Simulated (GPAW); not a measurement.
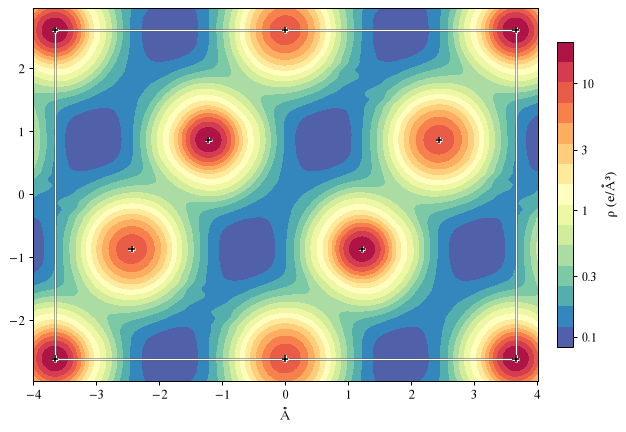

The valence charge density (pseudo) on a plane through atoms (crosses mark nuclei in the plane).

Computed with GPAW, Kohn-Sham DFT of a periodic cell, PBEsol, PAW data sets made by gpaw-setup for the functional.

Candidates:
A. BaTiO3, a = 4.01 Å, b = 4.01 Å, c = 4.01 Å, α = 90.00°, β = 90.00°, γ = 90.00°. Space group Pm-3m; computed pressure about −3 GPa in this cell.
B. TiO, a = 3.03 Å, b = 3.03 Å, c = 3.24 Å, α = 90.00°, β = 90.00°, γ = 120.00°. Space group P-6m2; computed pressure about −40 GPa in this cell.
C. CoO, a = 3.01 Å, b = 3.01 Å, c = 7.32 Å, α = 90.00°, β = 90.00°, γ = 120.00°. Space group R-3m; a structure from a database of computed crystals, not necessarily the ambient phase; computed pressure about −8 GPa in this cell; spin-polarised.

**Which system is this?**

Candidate C: CoO on the (110) plane of the conventional cell, which holds Co and O. Co–O (2.12 Å): ρ at the midpoint is about 0.42 e/Å³.
